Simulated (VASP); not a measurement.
**Geometry relaxation of NiSi₂ (part 2 of 2)**

The same run, continued: NiSi₂ (Fm-3m, 3 atoms in the cell); Kohn-Sham DFT of a periodic cell, LDA, VASP PAW LDA potentials, recommended, no spin polarisation (VASP 6.6.1); cutoff 600 eV, 14×14×14 k-mesh, methfessel-paxton of 0.1 eV. The structure was built on a prototype by a generator; it need not be a known phase.

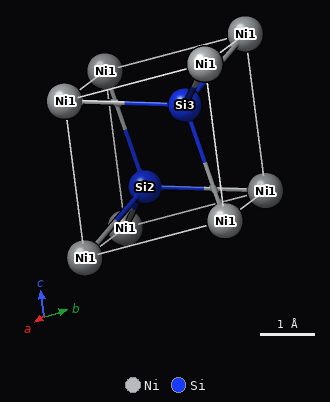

Fig. 1: The geometry at step 2 of the log (ball-and-stick view of the cell of the calculation, seen slightly off an axis; atoms are numbered from 1 in the order of the input).

Parts of OUTCAR, continued:
```
  FORCE on cell =-STRESS in cart. coord.  units (eV):
  Direction    XX          YY          ZZ          XY          YZ          ZX
  --------------------------------------------------------------------------------------
  -------------------------------------------------------------------------------------
  Total       -0.8131899     -0.8131899     -0.8131899      0.0000000      0.0000000     -0.0000000
  in kB      -33.2809908    -33.2809908    -33.2809908      0.0000000      0.0000000     -0.0000000
  external PRESSURE =     -33.2809908 kB  Pullay stress =       0.0000000 kB

 VOLUME and BASIS-vectors are now :
 -----------------------------------------------------------------------------
  energy-cutoff  :      600.00
  volume of cell :       39.15
      direct lattice vectors                 reciprocal lattice vectors
     0.000000000  2.695000000  2.695000000    -0.185528757  0.185528757  0.185528757
     2.695000000  0.000000000  2.695000000     0.185528757 -0.185528757  0.185528757
     2.695000000  2.695000000  0.000000000     0.185528757  0.185528757 -0.185528757

 POSITION                                       TOTAL-FORCE (eV/Angst)
 -----------------------------------------------------------------------------------
      0.00000      0.00000      0.00000         0.000000      0.000000      0.000000
      1.34750      1.34750      1.34750        -0.000000     -0.000000     -0.000000
      4.04250      4.04250      4.04250         0.000000      0.000000      0.000000
 -----------------------------------------------------------------------------------
    total drift:                                0.000000     -0.000000     -0.000000

  FREE ENERGIE OF THE ION-ELECTRON SYSTEM (eV)
  ---------------------------------------------------
  free  energy   TOTEN  =       -19.8911961043 eV

  energy  without entropy=      -19.8912452081  energy(sigma->0) =      -19.89121247

--------------------------------------- Ionic step        2  -------------------------------------------

 number of electron      18.0000007 magnetization

------------------------ aborting loop because EDIFF is reached ----------------------------------------

  FORCE on cell =-STRESS in cart. coord.  units (eV):
  Direction    XX          YY          ZZ          XY          YZ          ZX
  --------------------------------------------------------------------------------------
  -------------------------------------------------------------------------------------
  Total        0.8305560      0.8305560      0.8305560     -0.0000000     -0.0000000      0.0000000
  in kB       35.3608862     35.3608862     35.3608862     -0.0000000     -0.0000000      0.0000000
  external PRESSURE =      35.3608862 kB  Pullay stress =       0.0000000 kB

 VOLUME and BASIS-vectors are now :
 -----------------------------------------------------------------------------
  energy-cutoff  :      600.00
  volume of cell :       37.63
      direct lattice vectors                 reciprocal lattice vectors
     0.000000000  2.659757989  2.659757989    -0.187987028  0.187987028  0.187987028
     2.659757989  0.000000000  2.659757989     0.187987028 -0.187987028  0.187987028
     2.659757989  2.659757989  0.000000000     0.187987028  0.187987028 -0.187987028

 POSITION                                       TOTAL-FORCE (eV/Angst)
 -----------------------------------------------------------------------------------
      0.00000      0.00000      0.00000        -0.000000     -0.000000     -0.000000
      1.32988      1.32988      1.32988         0.000000      0.000000      0.000000
      3.98964      3.98964      3.98964        -0.000000     -0.000000     -0.000000
 -----------------------------------------------------------------------------------
    total drift:                                0.000000     -0.000000     -0.000000

  FREE ENERGIE OF THE ION-ELECTRON SYSTEM (eV)
  ---------------------------------------------------
  free  energy   TOTEN  =       -19.8918018766 eV

  energy  without entropy=      -19.8919938131  energy(sigma->0) =      -19.89186586

--------------------------------------- Ionic step        3  -------------------------------------------

 number of electron      17.9999999 magnetization

------------------------ aborting loop because EDIFF is reached ----------------------------------------

  FORCE on cell =-STRESS in cart. coord.  units (eV):
  Direction    XX          YY          ZZ          XY          YZ          ZX
  --------------------------------------------------------------------------------------
  -------------------------------------------------------------------------------------
  Total        0.0154350      0.0154350      0.0154350     -0.0000000      0.0000000      0.0000000
  in kB        0.6446807      0.6446807      0.6446807     -0.0000000      0.0000000      0.0000000
  external PRESSURE =       0.6446807 kB  Pullay stress =       0.0000000 kB

 VOLUME and BASIS-vectors are now :
 -----------------------------------------------------------------------------
  energy-cutoff  :      600.00
  volume of cell :       38.36
      direct lattice vectors                 reciprocal lattice vectors
     0.000000000  2.676790182  2.676790182    -0.186790882  0.186790882  0.186790882
     2.676790182  0.000000000  2.676790182     0.186790882 -0.186790882  0.186790882
     2.676790182  2.676790182  0.000000000     0.186790882  0.186790882 -0.186790882

 POSITION                                       TOTAL-FORCE (eV/Angst)
 -----------------------------------------------------------------------------------
      0.00000      0.00000      0.00000         0.000000      0.000000      0.000000
      1.33840      1.33840      1.33840         0.000000      0.000000     -0.000000
      4.01519      4.01519      4.01519        -0.000000     -0.000000      0.000000
 -----------------------------------------------------------------------------------
    total drift:                                0.000000     -0.000000     -0.000000

  FREE ENERGIE OF THE ION-ELECTRON SYSTEM (eV)
  ---------------------------------------------------
  free  energy   TOTEN  =       -19.8992032574 eV

  energy  without entropy=      -19.8993312455  energy(sigma->0) =      -19.89924592

--------------------------------------- Ionic step        4  -------------------------------------------

 number of electron      17.9999999 magnetization

 Free energy of the ion-electron system (eV)
  ---------------------------------------------------
  ext. energy  EPLUGINS =         0.00000000
  ---------------------------------------------------
  free energy    TOTEN  =       -19.89920062 eV

  energy without entropy =      -19.89932777  energy(sigma->0) =      -19.89924300

 E-fermi :  10.8513     XC(G=0): -11.8887     alpha+bet :-17.2407

 val. band max:       10.8469643299   @ k =  -0.2143   0.1429   0.0000
 cond. band min:      10.8744121631   @ k =  -0.4286   0.4286   0.0714
 fundamental gap:      0.0274478332
 Fermi energy:        10.8513220124

 k-point     1 :       0.0000    0.0000    0.0000
  band No.  band energies     occupation
      1      -3.2943      2.00000
      2       5.3685      2.00000
      3       5.3685      2.00000
      4       5.3685      2.00000
      5       7.0974      2.00000
      6       7.0974      2.00000
      7      10.6355      2.00927
      8      12.5371     -0.00000
      9      12.5371     -0.00000
     10      12.5371     -0.00000
     11      13.0275      0.00000
     12      13.0275      0.00000
     13      13.0275      0.00000

 k-point     2 :       0.0714    0.0000    0.0000
  band No.  band energies     occupation
      1      -3.2171      2.00000
      2       5.2218      2.00000
      3       5.3933      2.00000
      4       5.3933      2.00000
      5       7.0825      2.00000
      6       7.0825      2.00000
      7      10.5002      2.00001
      8      11.6498     -0.00000
      9      12.0870     -0.00000
     10      12.0870     -0.00000
     11      13.4944      0.00000
     12      13.4944      0.00000
     13      14.1189      0.00000

 k-point     3 :       0.1429    0.0000    0.0000
  band No.  band energies     occupation
      1      -2.9863      2.00000
      2       4.8005      2.00000
      3       5.4629      2.00000
      4       5.4629      2.00000
      5       7.0472      2.00000
      6       7.0472      2.00000
      7       9.6553      2.00000
      8      11.4960     -0.00000
      9      11.4960     -0.00000
     10      11.4978     -0.00000
     11      13.8269      0.00000
     12      13.8269      0.00000
     13      14.9070      0.00000

 k-point     4 :       0.2143    0.0000    0.0000
  band No.  band energies     occupation
      1      -2.6051      2.00000
      2       4.1416      2.00000
      3       5.5620      2.00000
      4       5.5620      2.00000
      5       7.0179      2.00000
      6       7.0179      2.00000
      7       8.6354      2.00000
      8      10.9140      0.13692
      9      10.9140      0.13692
     10      11.7931     -0.00000
     11      13.4976      0.00000
     12      13.4976      0.00000
     13      14.5006      0.00000

 k-point     5 :       0.2857    0.0000    0.0000
  band No.  band energies     occupation
      1      -2.0792      2.00000
      2       3.2914      2.00000
      3       5.6641      2.00000
      4       5.6641      2.00000
      5       7.0302      2.00000
      6       7.0302      2.00000
      7       7.8309      2.00000
      8      10.3484      2.00000
      9      10.3484      2.00000
     10      12.1231     -0.00000
     11      13.1059      0.00000
     12      13.1059      0.00000
     13      14.0805      0.00000

 [... the levels of 18 k-points are left out ...]

 k-point    24 :       0.2857    0.1429    0.0000
  band No.  band energies     occupation
      1      -2.1763      2.00000
      2       3.8873      2.00000
      3       5.5446      2.00000
      4       5.5818      2.00000
      5       6.5625      2.00000
      6       7.2334      2.00000
      7       8.2459      2.00000
      8       9.4072      2.00000
      9      10.0080      2.00000
     10      11.2182     -0.00000
     11      13.7479      0.00000
     12      14.4433      0.00000
     13      14.9364      0.00000

 [... further k-points ...]

------------------------ aborting loop because EDIFF is reached ----------------------------------------

  FORCE on cell =-STRESS in cart. coord.  units (eV):
  Direction    XX          YY          ZZ          XY          YZ          ZX
  --------------------------------------------------------------------------------------
  -------------------------------------------------------------------------------------
  Total       -0.0096660     -0.0096660     -0.0096660      0.0000000     -0.0000000     -0.0000000
  in kB       -0.4035580     -0.4035580     -0.4035580      0.0000000     -0.0000000     -0.0000000
  external PRESSURE =      -0.4035580 kB  Pullay stress =       0.0000000 kB

 VOLUME and BASIS-vectors are now :
 -----------------------------------------------------------------------------
  energy-cutoff  :      600.00
  volume of cell :       38.38
      direct lattice vectors                 reciprocal lattice vectors
     0.000000000  2.677154379  2.677154379    -0.186765472  0.186765472  0.186765472
     2.677154379  0.000000000  2.677154379     0.186765472 -0.186765472  0.186765472
     2.677154379  2.677154379  0.000000000     0.186765472  0.186765472 -0.186765472

 POSITION                                       TOTAL-FORCE (eV/Angst)
 -----------------------------------------------------------------------------------
      0.00000      0.00000      0.00000         0.000000      0.000000      0.000000
      1.33858      1.33858      1.33858        -0.000000     -0.000000      0.000000
      4.01573      4.01573      4.01573         0.000000      0.000000     -0.000000
 -----------------------------------------------------------------------------------
    total drift:                                0.000000     -0.000000     -0.000000

  FREE ENERGIE OF THE ION-ELECTRON SYSTEM (eV)
  ---------------------------------------------------
  free  energy   TOTEN  =       -19.8992006218 eV

  energy  without entropy=      -19.8993277652  energy(sigma->0) =      -19.89924300

 reached required accuracy - stopping structural energy minimisation
```

CONTCAR:
```
Si2Ni
   1.00000000000000
     0.0000000000000000    2.6771543786026060    2.6771543786026060
     2.6771543786026060    0.0000000000000000    2.6771543786026060
     2.6771543786026060    2.6771543786026060    0.0000000000000000
  Ni              Si
     1     2
Direct
     0.0000000000000000    0.0000000000000000    0.0000000000000000
     0.2500000000000000    0.2500000000000000    0.2500000000000000
     0.7500000000000000    0.7500000000000000    0.7500000000000000

  0.00000000E+00  0.00000000E+00  0.00000000E+00
  0.00000000E+00  0.00000000E+00  0.00000000E+00
  0.00000000E+00  0.00000000E+00  0.00000000E+00
```

Trajectory as extended XYZ (Å, eV, eV/Å), 4 frames, from step=0 to step=3:
```
3
Lattice="0.0000 2.6950 2.6950 2.6950 0.0000 2.6950 2.6950 2.6950 0.0000" Properties=species:S:1:pos:R:3:forces:R:3 step=0 energy=-19.89120
Ni    0.0000    0.0000    0.0000    0.0000   0.0000   0.0000
Si    1.3475    1.3475    1.3475    0.0000   0.0000   0.0000
Si    4.0425    4.0425    4.0425    0.0000   0.0000   0.0000
3
Lattice="0.0000 2.6598 2.6598 2.6598 0.0000 2.6598 2.6598 2.6598 0.0000" Properties=species:S:1:pos:R:3:forces:R:3 step=1 energy=-19.89180
Ni    0.0000    0.0000    0.0000    0.0000   0.0000   0.0000
Si    1.3299    1.3299    1.3299    0.0000   0.0000   0.0000
Si    3.9896    3.9896    3.9896    0.0000   0.0000   0.0000
3
Lattice="0.0000 2.6768 2.6768 2.6768 0.0000 2.6768 2.6768 2.6768 0.0000" Properties=species:S:1:pos:R:3:forces:R:3 step=2 energy=-19.89920
Ni    0.0000    0.0000    0.0000    0.0000   0.0000   0.0000
Si    1.3384    1.3384    1.3384    0.0000   0.0000   0.0000
Si    4.0152    4.0152    4.0152    0.0000   0.0000   0.0000
3
Lattice="0.0000 2.6772 2.6772 2.6772 0.0000 2.6772 2.6772 2.6772 0.0000" Properties=species:S:1:pos:R:3:forces:R:3 step=3 energy=-19.89920
Ni    0.0000    0.0000    0.0000    0.0000   0.0000   0.0000
Si    1.3386    1.3386    1.3386    0.0000   0.0000   0.0000
Si    4.0157    4.0157    4.0157    0.0000   0.0000   0.0000
```

This output came from the following input.

INCAR:
```
  PREC = Accurate
  ENCUT = 600
  EDIFF = 1E-6
  ISMEAR = 1
  SIGMA = 0.1
  LREAL = False
  LASPH = True
  NELM = 120
  ALGO = Normal
  ISIF = 3
  LWAVE = False
  LCHARG = False
  GGA = CA
  IBRION = 2
  NSW = 60
  EDIFFG = -0.005
```

KPOINTS:
```
regular mesh
0
Gamma
  14 14 14
```

POSCAR:
```
Si2Ni
1.0
    0.0000000000      2.6950000000      2.6950000000
    2.6950000000      0.0000000000      2.6950000000
    2.6950000000      2.6950000000      0.0000000000
Ni Si
1 2
Direct
    0.0000000000      0.0000000000      0.0000000000
    0.2500000000      0.2500000000      0.2500000000
    0.7500000000      0.7500000000      0.7500000000
```

Launched with:
```bash
cat potpaw_LDA.64/Ni/POTCAR potpaw_LDA.64/Si/POTCAR > POTCAR
mpirun -np 1 vasp_std > vasp.out
```

Summary:

- outcome: converged
- space group (tolerance 0.01 Å): Fm-3m (225)
- electrons treated: 18
- free energy: −19.8992 eV
- Fermi energy: 10.851 eV
- gap on the k-point mesh: none (metallic)
- pressure: −0.04 GPa
- final volume: 38.38 Å³
- largest force (length of the vector) at the end: under 0.001 eV/Å
- final cell: a = 3.786 Å, b = 3.786 Å, c = 3.786 Å, α = 60.00°, β = 60.00°, γ = 60.00°
- hardware: 1 thread of Intel Xeon (Granite Rapids), 64 GiB of memory available, shared host
- wall time: 68 s
- peak memory: 0.2 GiB

Notes:

The run has no spin polarisation, so a magnetic state may lie lower.
